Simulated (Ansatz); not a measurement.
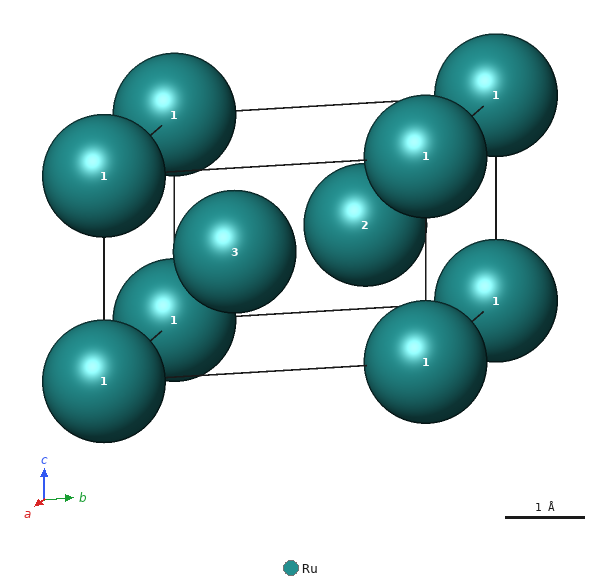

Fig. 1: The starting structure (spheres-only view of the cell of the calculation, seen slightly off an axis; atoms are numbered from 1 in the order of the input).

# Run report: Ru, geometry relaxation

The run: geometry relaxation of Ru (3 atoms in the cell). Method and program: DFT, PBE, plane waves, PAW, no spin polarisation (Ansatz 0.2.0).

The structure was made by swapping elements on the sites of another compound; it need not be a known phase. Figures and captions count atoms from 1; the log counts them from 0 in places.

The program's output:
```
Engine: ansatz 0.2.0, aarch64-unknown-linux-gnu
Pseudopotentials: kind: paw
Pseudopotential: Ru, paw, valence charge 16, recommended cutoff 420 eV (normal), Ru.paw.azcp
Functional definition: PBE
  parameter kappa = 0.804
  parameter beta = 0.06672455060314922
  exchange = pbe_x(kappa = kappa, mu = beta*pi^2/3)
  correlation = pbe_c(beta = beta)
Crystal: 3 atoms, lattice volume = 42.586 Å³
Basis set: ecut = 420 eV, 843 PW (Γ), exchange–correlation on 120×120×72 points (64 copies of the dense FFT grid, shifted against one another)
Bands: 29, of which v1, the nominal top of the filled ones, is band 24 counted from 1 (23 counted from 0)
Symmetry: 24 space group operations
Space group: P6/mmm (ITA 191), of the structure as read, at distance tolerance 3.5e-5 Å
k-points: 171 of 2304
Non-local potential: Ru, projectors of the file, l = 0: 3, l = 1: 2, l = 2: 2, l = 3: 1
PAW form: soft (Blöchl's): semilocal exchange-correlation on the pseudo side does not see the compensation charge
PAW one-centre angular grid: Ru, 590 points (default); XC on 64 Gauss nodes
Initial density: superposition of atomic densities (neutral atoms: chi_scale 0, normalization atom), corrected by the library's trained network
Initial wavefunctions: pseudopotential atomic-orbital guess
Functional: x = pbe(κ = 0.804, μ = 0.2195149727645171), c = pbe(β = 0.06672455060314922)
SCF iter   1: F=—  HF=-17635.272620 eV  |F-HF|=—  |Δ(HF+E_count)|=         —  Δρ=1.01e-2  dr2=2.36e-2  ethr=1.77e-3  ⟨swp⟩=5.4  Hψ=17778  notcnv=0
preconditioner: auto → none  [metal: Δε(μ)=0.008 eV  Ē_g=4.825 eV  σ=0.025 eV  W_gap=0.25  n_scr=8 (ndim 8)  ℏωp=27.9 eV  f_vac=0.000  D(μ)=5.06/eV (n_scr^D=68)  sad-step TF]
SCF iter   2: F=—  HF=-17635.274322 eV  |F-HF|=—  |Δ(HF+E_count)|=   1.70e-3  S|Δr|=    0.00e0  Δρ=5.58e-3  dr2=1.12e-2  ethr=4.91e-5  ⟨swp⟩=2.1  Hψ=10300  notcnv=0  defer=81
SCF iter   3: F=—  HF=-17635.274529 eV  |F-HF|=—  |Δ(HF+E_count)|=   2.08e-4  S|Δr|=    0.00e0  Δρ=5.17e-4  dr2=9.12e-5  ethr=2.34e-5  ⟨swp⟩=1.8  Hψ=5157  notcnv=0  defer=81
SCF iter   4: F=—  HF=-17635.274523 eV  |F-HF|=—  |Δ(HF+E_count)|=   6.66e-6  S|Δr|=    0.00e0  Δρ=1.52e-4  dr2=1.29e-5  ethr=1.90e-7  ⟨swp⟩=2.1  Hψ=8603  notcnv=0  defer=81
SCF iter   5: F=—  HF=-17635.274522 eV  |F-HF|=—  |Δ(HF+E_count)|=   7.14e-7  S|Δr|=    0.00e0  Δρ=2.92e-5  dr2=1.67e-7  ethr=2.69e-8  ⟨swp⟩=2.0  Hψ=6517  notcnv=0  defer=81
SCF iter   6: F=-17635.274522 eV  HF=-17635.274522 eV  |F-HF|=4.25e-9  |Δ(HF+E_count)|=   1.52e-8  S|Δr|=    0.00e0  Δρ=5.56e-6  dr2=7.87e-9  ethr=2.08e-10  ⟨swp⟩=5.9  Hψ=18526  notcnv=0
SCF 1 converged in 6 iterations: F = -17635.274522 eV  dr2 = 7.87e-9
  greatest PAW one-centre occupation: 0.998 electrons in one spin orbital (limit 2), on the Ru atom at site 2 (counted from 0), in its partial waves of l = 0
relax step   1: F+E_penalty+E_count = -17635.27452186 eV  Δ(F+E_penalty+E_count) = +0.000e0 eV  max|allowed force component| = 5.705e-17 eV/Å  Δτ_max = 0.0000 Å  P = -2.120 GPa  Ω = 42.586 Å³  (6 SCF iters, dr2 threshold 1.00e-7 eV, accepted)
Crystal: 3 atoms, lattice volume = 42.034 Å³
Basis set: ecut = 420 eV, 807 PW (Γ), exchange–correlation on 120×120×72 points (64 copies of the dense FFT grid, shifted against one another)
Initial density: handed on by an earlier stage of this run
Initial wavefunctions: those handed on with the density
iter 1 solved again at ethr=2.62e-6 eV; its pass at ethr=3.10e-3 eV (dr2=1.26e-3 eV) is discarded
SCF iter   1: F=—  HF=-17635.282752 eV  |F-HF|=—  |Δ(HF+E_count)|=         —  Δρ=1.96e-3  dr2=8.89e-4  ethr=2.62e-6  ⟨swp⟩=2.1  Hψ=27100  notcnv=0
preconditioner: auto → none  [metal: Δε(μ)=0.002 eV  Ē_g=4.919 eV  σ=0.025 eV  W_gap=0.05  n_scr=8 (ndim 8)  ℏωp=28.1 eV  f_vac=0.000  D(μ)=5.29/eV (n_scr^D=70)]
SCF iter   2: F=—  HF=-17635.282621 eV  |F-HF|=—  |Δ(HF+E_count)|=   1.31e-4  S|Δr|=    0.00e0  Δρ=8.44e-4  dr2=1.84e-4  ethr=1.85e-6  ⟨swp⟩=2.5  Hψ=7773  notcnv=0
SCF iter   3: F=—  HF=-17635.282634 eV  |F-HF|=—  |Δ(HF+E_count)|=   1.29e-5  S|Δr|=    0.00e0  Δρ=3.19e-4  dr2=1.70e-5  ethr=3.84e-7  ⟨swp⟩=1.0  Hψ=4960  notcnv=0
SCF iter   4: F=-17635.282638 eV  HF=-17635.282638 eV  |F-HF|=4.16e-8  |Δ(HF+E_count)|=   4.07e-6  S|Δr|=    0.00e0  Δρ=2.95e-5  dr2=6.81e-8  ethr=6.25e-10  ⟨swp⟩=3.1  Hψ=21937  notcnv=0
SCF 2 converged in 4 iterations: F = -17635.282638 eV  dr2 = 6.81e-8
relax step   2: F+E_penalty+E_count = -17635.28263818 eV  Δ(F+E_penalty+E_count) = -8.116e-3 eV  max|allowed force component| = 2.467e-17 eV/Å  Δτ_max = 0.0000 Å  P = +2.227 GPa  Ω = 42.034 Å³  energy of the carried Pulay correction = +2.927e-4 eV  (4 SCF iters, dr2 threshold 3.00e-7 eV, accepted)
Crystal: 3 atoms, lattice volume = 42.374 Å³
iter 1 solved again at ethr=4.14e-7 eV; its pass at ethr=3.10e-3 eV (dr2=1.99e-4 eV) is discarded
SCF iter   1: F=—  HF=-17635.286418 eV  |F-HF|=—  |Δ(HF+E_count)|=         —  Δρ=8.98e-4  dr2=1.94e-4  ethr=4.14e-7  ⟨swp⟩=2.0  Hψ=26340  notcnv=0
preconditioner: auto → none  [metal: Δε(μ)=0.004 eV  Ē_g=4.860 eV  σ=0.025 eV  W_gap=0.11  n_scr=8 (ndim 8)  ℏωp=27.9 eV  f_vac=0.000  D(μ)=4.43/eV (n_scr^D=56)]
SCF iter   2: F=—  HF=-17635.286378 eV  |F-HF|=—  |Δ(HF+E_count)|=   3.96e-5  S|Δr|=    0.00e0  Δρ=3.38e-4  dr2=1.49e-5  ethr=4.04e-7  ⟨swp⟩=2.0  Hψ=6966  notcnv=0
SCF iter   3: F=—  HF=-17635.286381 eV  |F-HF|=—  |Δ(HF+E_count)|=   2.66e-6  S|Δr|=    0.00e0  Δρ=1.24e-4  dr2=2.24e-6  ethr=3.11e-8  ⟨swp⟩=1.0  Hψ=5037  notcnv=0
SCF iter   4: F=-17635.286381 eV  HF=-17635.286381 eV  |F-HF|=2.96e-8  |Δ(HF+E_count)|=   7.16e-7  S|Δr|=    0.00e0  Δρ=1.37e-5  dr2=4.75e-8  ethr=6.25e-10  ⟨swp⟩=3.0  Hψ=20757  notcnv=0
SCF 3 converged in 4 iterations: F = -17635.286381 eV  dr2 = 4.75e-8
relax step   3: F+E_penalty+E_count = -17635.28638123 eV  Δ(F+E_penalty+E_count) = -3.743e-3 eV  max|allowed force component| = 7.401e-17 eV/Å  Δτ_max = 0.0000 Å  P = -0.363 GPa  Ω = 42.374 Å³  energy of the carried Pulay correction = +1.276e-4 eV  (4 SCF iters, dr2 threshold 3.00e-7 eV, accepted)
Crystal: 3 atoms, lattice volume = 42.313 Å³
iter 1 solved again at ethr=2.49e-8 eV; its pass at ethr=3.10e-3 eV (dr2=1.19e-5 eV) is discarded
SCF iter   1: F=—  HF=-17635.286482 eV  |F-HF|=—  |Δ(HF+E_count)|=         —  Δρ=1.47e-4  dr2=1.02e-5  ethr=2.49e-8  ⟨swp⟩=2.9  Hψ=22384  notcnv=0
preconditioner: auto → none  [metal: Δε(μ)=0.001 eV  Ē_g=4.870 eV  σ=0.025 eV  W_gap=0.02  n_scr=8 (ndim 8)  ℏωp=28.0 eV  f_vac=0.000  D(μ)=4.42/eV (n_scr^D=56)]
SCF iter   2: F=—  HF=-17635.286481 eV  |F-HF|=—  |Δ(HF+E_count)|=   1.55e-6  S|Δr|=    0.00e0  Δρ=5.54e-5  dr2=6.25e-7  ethr=2.12e-8  ⟨swp⟩=2.0  Hψ=6772  notcnv=0
SCF iter   3: F=-17635.286481 eV  HF=-17635.286481 eV  |F-HF|=2.49e-8  |Δ(HF+E_count)|=   7.28e-9  S|Δr|=    0.00e0  Δρ=1.85e-5  dr2=8.57e-8  ethr=6.25e-10  ⟨swp⟩=3.9  Hψ=14877  notcnv=0
SCF 4 converged in 3 iterations: F = -17635.286481 eV  dr2 = 8.57e-8
relax step   4: F+E_penalty+E_count = -17635.28648078 eV  Δ(F+E_penalty+E_count) = -9.955e-5 eV  max|allowed force component| = 5.860e-17 eV/Å  Δτ_max = 0.0000 Å  P = +0.035 GPa  Ω = 42.313 Å³  energy of the carried Pulay correction = +1.529e-4 eV  (3 SCF iters, dr2 threshold 3.00e-7 eV, accepted)
Initial wavefunctions: pseudopotential atomic-orbital guess (no wavefunctions were taken with the density)
iter 1 solved again at ethr=2.18e-8 eV; its pass at ethr=3.10e-3 eV (dr2=1.05e-5 eV) is discarded
SCF iter   1: F=—  HF=-17635.286310 eV  |F-HF|=—  |Δ(HF+E_count)|=         —  Δρ=4.88e-5  dr2=2.30e-7  ethr=2.18e-8  ⟨swp⟩=3.1  Hψ=32575  notcnv=0
preconditioner: auto → none  [metal: Δε(μ)=0.001 eV  Ē_g=4.870 eV  σ=0.025 eV  W_gap=0.03  n_scr=8 (ndim 8)  ℏωp=28.0 eV  f_vac=0.000  D(μ)=4.43/eV (n_scr^D=56)]
SCF iter   2: F=—  HF=-17635.286311 eV  |F-HF|=—  |Δ(HF+E_count)|=   5.33e-7  S|Δr|=    0.00e0  Δρ=2.07e-5  dr2=3.44e-8  ethr=4.79e-10  ⟨swp⟩=2.0  Hψ=7296  notcnv=0
SCF iter   3: F=—  HF=-17635.286311 eV  |F-HF|=—  |Δ(HF+E_count)|=   1.82e-8  S|Δr|=    0.00e0  Δρ=3.36e-6  dr2=1.41e-9  ethr=7.17e-11  ⟨swp⟩=2.2  Hψ=8814  notcnv=0
SCF iter   4: F=-17635.286311 eV  HF=-17635.286311 eV  |F-HF|=1.46e-11  |Δ(HF+E_count)|=  7.71e-10  S|Δr|=    0.00e0  Δρ=4.89e-7  dr2=3.29e-11  ethr=1.00e-12  ⟨swp⟩=4.3  Hψ=17886  notcnv=0
SCF 5 converged in 4 iterations: F = -17635.286311 eV  dr2 = 3.29e-11
relax step   5: F+E_penalty+E_count = -17635.28631083 eV  Δ(F+E_penalty+E_count) = +1.700e-4 eV  max|allowed force component| = 4.626e-17 eV/Å  Δτ_max = 0.0000 Å  P = +0.039 GPa  Ω = 42.313 Å³  stress off target by 9.54e-2 GPa  SCF on the basis re-selected at this cell (its energy is not comparable with the rows above)  (4 SCF iters)
```

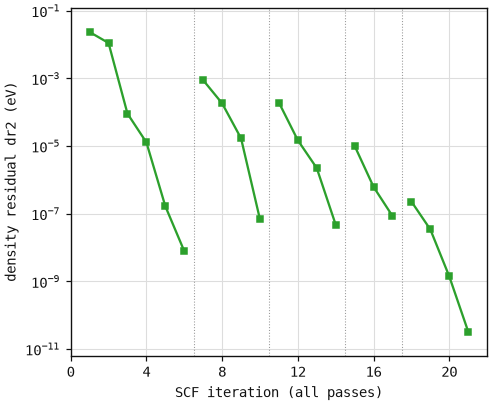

Fig. 2: Convergence of the self-consistent field: density residual dr2 against the SCF iteration. The dotted lines part the SCF passes of the relaxation: geometry steps, rejected trials and re-solves on a re-selected basis. The 5 passes take 3 to 6 iterations each, 21 in all.

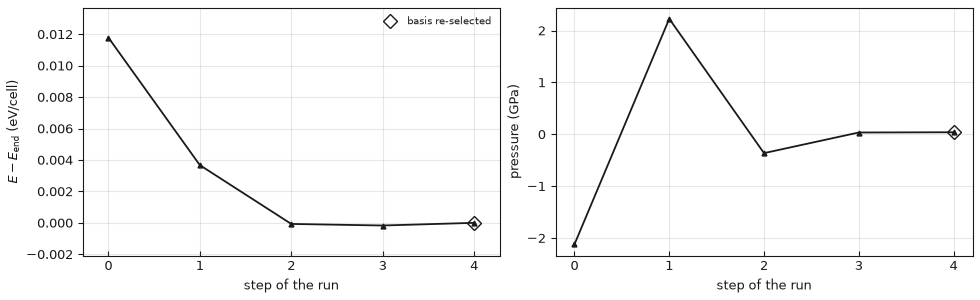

Fig. 3: Progress of the relaxation, step by step (the first geometry is step 0 here and step 1 in the log).

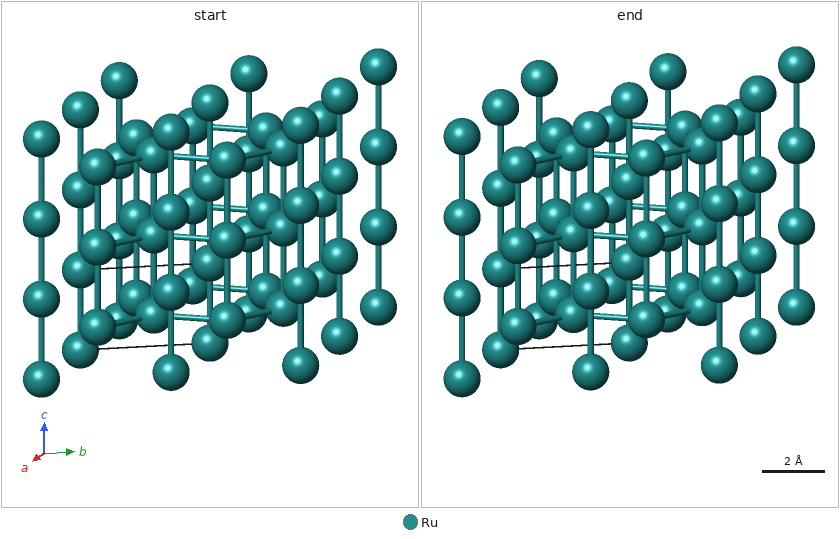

Fig. 4: Before (left) and after (right) the relaxation, at one scale (ball-and-stick view of the cell of the calculation, repeated 2 × 2 × 3, seen slightly off an axis). The atoms keep their places relative to the cell (all moves are under 0.005 Å). Cell: a = b 4.300 → 4.268 Å (−0.8 %), c 2.659 → 2.682 Å (+0.9 %). Volume −0.6 %. Among the contacts that change: Ru1–Ru1 2.659 → 2.682 Å, Ru2–Ru3 2.483 → 2.464 Å. The space group stays P6/mmm (No. 191). The energy falls by 12.0 meV per cell of the calculation in 3 geometry steps. All forces vanish by symmetry, so only the cell relaxes. Pressure: −2.12 GPa at the start and 0.04 GPa at the end. A last SCF at the same geometry on a re-selected plane-wave basis shifts the energy by +0.2 meV per cell of the calculation. (Atoms are counted from 1 in the order of the input.)

```
basis re-selected at this cell: Δ(F+E_penalty+E_count) = +1.700e-4 eV, ΔP = +0.005 GPa vs the last step (what re-selecting the basis moved, of the pressure what is left beyond the Pulay correction that the steps carried, after the strain that the cell walked since its last selection, with what the two solves' SCF thresholds leave and, on support functions, any second-order correction that the steps lacked; it is no measure of the basis error at this ecutwfc). This SCF's stress stands 9.54e-2 GPa from its target on what of the cell is left free (relax.cell.stress_tol is 1.00e-1 GPa) and its largest allowed force component is 4.63e-17 eV/Å (relax.f_tol is 1.00e-2 eV/Å): within both
SCF converged after 4 iterations
Stability not checked: this state was not tested for a lower state beside it, because cold or Methfessel-Paxton smearing, or corrected tetrahedra, fill the levels in a way that the test cannot read (fill_not_monotonic; see scf.lower_state_search)
Free energy (F): -17635.286311 eV
Harris-Foulkes:  -17635.286311 eV  (|F-HF|=1.46e-11)
Internal energy: -17635.286343 eV  (E = F + TS)
E sigma→0 (E₀):  -17635.286322 eV
Entropy (-TS):   0.000033 eV (0.011 meV/atom)
Fermi energy:    22.620109 eV
--- Per-component energies (eV) ---
  E_band       = -204.612058
  E_kinetic    = 1541.245205
  E_local      = -3919.906344  (includes V_loc(G=0)·N_el)
  E_nonlocal   = 1030.169424
  E_hartree    = 1262.884454
  E_xc         = -570.756346
  E_vxc        = -716.465926  (∫ρ·V_xc dr)
  E_paw        = -10382.493277  (= ΣΔE_a)
  E_vpaw       = -665.422637  (= ΣTr[D̂ρ^β])
  E_aug_tail   = -0.000478  (compensation charges beyond the density's cutoff)
  E_ewald      = -6596.428981
  E_smearing   = 0.000033  (= −TS)
  E_closure    = 0.000000  (closes the sum)
  Σ components = -17635.286311   (vs F -17635.286311, Δ=0.00e0)
--- Forces (eV/Å), atoms counted from 1 ---
  atom   1  Ru    -0.00000000     0.00000000     0.00000000
  atom   2  Ru     0.00000000     0.00000000     0.00000000
  atom   3  Ru    -0.00000000     0.00000000     0.00000000
  max |Σ_I F_I| component: 2.78e-17 eV/Å
--- Stress (GPa, compression-positive) ---
        0.011532      -0.000000       0.000000
       -0.000000       0.011532       0.000000
        0.000000       0.000000       0.095403
  P = ⅓ Tr σ = 0.0395 GPa (0.395 kbar)
--- Band table (eV; the first three rows and the last of 171) ---
  k-point 0: bands = ["-50.6157", "-50.3762", "-50.3528", "-20.9222", "-20.9222", "-20.5386", "-20.5386", "-20.2648", "-20.0184", "-19.9994", "-19.9704", "-19.9704", "14.7057", "16.7390", "19.2476", "19.2476", "19.2928", "19.2928", "19.3680", "19.8862", "20.5363", "20.5363", "21.2141", "21.2141", "21.3190", "21.3190", "24.2480", "24.2480", "31.8522"]
  k-point 1: bands = ["-50.6127", "-50.3748", "-50.3507", "-20.9196", "-20.9196", "-20.5324", "-20.5324", "-20.2849", "-20.0386", "-20.0233", "-19.9727", "-19.9727", "14.8130", "16.8480", "19.1074", "19.1074", "19.1908", "19.1908", "19.5220", "19.9939", "20.4322", "20.4322", "21.3379", "21.3379", "21.4275", "21.4275", "24.1937", "24.1937", "31.9380"]
  k-point 2: bands = ["-50.6039", "-50.3708", "-50.3446", "-20.9122", "-20.9122", "-20.5141", "-20.5141", "-20.3421", "-20.0960", "-20.0911", "-19.9796", "-19.9796", "15.1223", "17.1600", "18.7325", "18.7325", "18.9236", "18.9236", "19.9750", "20.3190", "20.3372", "20.3372", "21.3602", "21.3602", "21.8147", "21.8147", "24.0640", "24.0640", "32.1713"]
  k-point 170: bands = ["-50.4155", "-50.4155", "-50.3413", "-21.0780", "-20.7295", "-20.7295", "-20.4884", "-20.4662", "-20.4662", "-20.2555", "-20.2555", "-19.9663", "16.4016", "17.9202", "18.0902", "18.0902", "18.6180", "18.6180", "19.6803", "19.6803", "20.6214", "20.6214", "21.8093", "23.7119", "24.4020", "24.6054", "24.6054", "25.4001", "28.4184"]
--- Relaxed structure (4 steps of the walk, 4 accepted, 1 SCFs on fresh bases) ---
  F+E_penalty+E_count = -17635.28631083 eV   max|allowed force component| = 4.626e-17 eV/Å   (the final SCF, on the basis selected at the relaxed cell)
  cell:  # Å, volume = 42.3135 Å³
    - [4.267869933112506, 2.8651045817420154e-11, 0.0]
    - [-2.1339349665810654, 3.696083782108897, 0.0]
    - [0.0, 0.0, 2.6824126959440697]
  atoms:
    - { symbol: Ru, position: [3.9311318980361196e-35, 6.464558284655853e-36, 0.0] }
    - { symbol: Ru, position: [0.3333333333333334, 0.6666666666666666, 0.5] }
    - { symbol: Ru, position: [0.6666666666666667, 0.3333333333333333, 0.5] }
```

Trajectory as extended XYZ (Å, eV, eV/Å), 5 frames, from step=1 to step=5:
```
3
Lattice="4.3001 0.0000 0.0000 -2.1501 3.7240 0.0000 0.0000 0.0000 2.6594" Properties=species:S:1:pos:R:3:forces:R:3 step=1 energy=-17635.27452 pressure_GPa=-2.12
Ru    0.0000    0.0000    0.0000    0.0000   0.0000   0.0000
Ru    0.0000    2.4827    1.3297    0.0000   0.0000   0.0000
Ru    2.1501    1.2413    1.3297    0.0000   0.0000   0.0000
3
Lattice="4.2479 0.0000 0.0000 -2.1240 3.6788 0.0000 0.0000 0.0000 2.6898" Properties=species:S:1:pos:R:3:forces:R:3 step=2 energy=-17635.28264 pressure_GPa=2.23
Ru    0.0000    0.0000    0.0000    0.0000   0.0000   0.0000
Ru    0.0000    2.4525    1.3449    0.0000   0.0000   0.0000
Ru    2.1240    1.2263    1.3449    0.0000   0.0000   0.0000
3
Lattice="4.2686 0.0000 0.0000 -2.1343 3.6967 0.0000 0.0000 0.0000 2.6854" Properties=species:S:1:pos:R:3:forces:R:3 step=3 energy=-17635.28638 pressure_GPa=-0.36
Ru    0.0000    0.0000    0.0000    0.0000   0.0000   0.0000
Ru    0.0000    2.4645    1.3427    0.0000   0.0000   0.0000
Ru    2.1343    1.2322    1.3427    0.0000   0.0000   0.0000
3
Lattice="4.2679 0.0000 0.0000 -2.1339 3.6961 0.0000 0.0000 0.0000 2.6824" Properties=species:S:1:pos:R:3:forces:R:3 step=4 energy=-17635.28648 pressure_GPa=0.03
Ru    0.0000    0.0000    0.0000    0.0000   0.0000   0.0000
Ru    0.0000    2.4641    1.3412    0.0000   0.0000   0.0000
Ru    2.1339    1.2320    1.3412    0.0000   0.0000   0.0000
3
Lattice="4.2679 0.0000 0.0000 -2.1339 3.6961 0.0000 0.0000 0.0000 2.6824" Properties=species:S:1:pos:R:3:forces:R:3 step=5 energy=-17635.28631 pressure_GPa=0.04
Ru    0.0000    0.0000    0.0000    0.0000   0.0000   0.0000
Ru    0.0000    2.4641    1.3412    0.0000   0.0000   0.0000
Ru    2.1339    1.2320    1.3412    0.0000   0.0000   0.0000
```

This output came from the following input.

Input:
```yaml
crystal:
  lattice:
    - [4.3001243195, 0.0, 0.0]
    - [-2.1500621598, 3.7240169001, 0.0]
    - [0.0, 0.0, 2.659372843]
  atoms:
    - { symbol: Ru, position: [0.0, 0.0, 0.0] }
    - { symbol: Ru, position: [0.3333333333, 0.6666666667, 0.5] }
    - { symbol: Ru, position: [0.6666666667, 0.3333333333, 0.5] }
basis:
  ecutwfc: 420
  xc_grid: 4
kpoints:
  mp_grid: { grid: [12, 12, 16] }
hamiltonian:
  xc: pbe
scf:
  occupations: { method: cold, width: 0.025 }
output:
  forces: true
  eigenvalues: true
  stress: true
relax:
  adjacent_minimum: "off"
  f_tol: 0.01
  max_steps: 60
  cell: { stress_tol: 0.1 }
```

Run as:
```bash
ansatz run input.yaml --threads 1 --pin off --max-ram 2560MiB --backend cpu --events-out ev --progress --plain --runs-dir out
```

Summary:

| quantity | value |
| --- | --- |
| outcome | converged |
| space group (tolerance 0.01 Å) | P6/mmm (191) |
| electrons treated | 48 |
| free energy | −17635.2863 eV |
| Fermi energy | 22.620 eV |
| gap on the k-point mesh | none (metallic) |
| pressure | 0.04 GPa |
| final volume | 42.31 Å³ |
| largest force (length of the vector) at the end | under 0.001 eV/Å |
| final cell | a = 4.268 Å, b = 4.268 Å, c = 2.682 Å, α = 90.00°, β = 90.00°, γ = 120.00° |
| hardware | 1 thread of Arm Neoverse V2, 240 GiB of memory available, shared host |
| wall time | 48 s |
| peak memory | 0.54 GiB |

Remarks:

Settings chosen away from the usual ones: basis.xc_grid set to 4; scf.occupations.method set to cold (from gaussian); scf.occupations.width set to 0.025 (from 0.1).
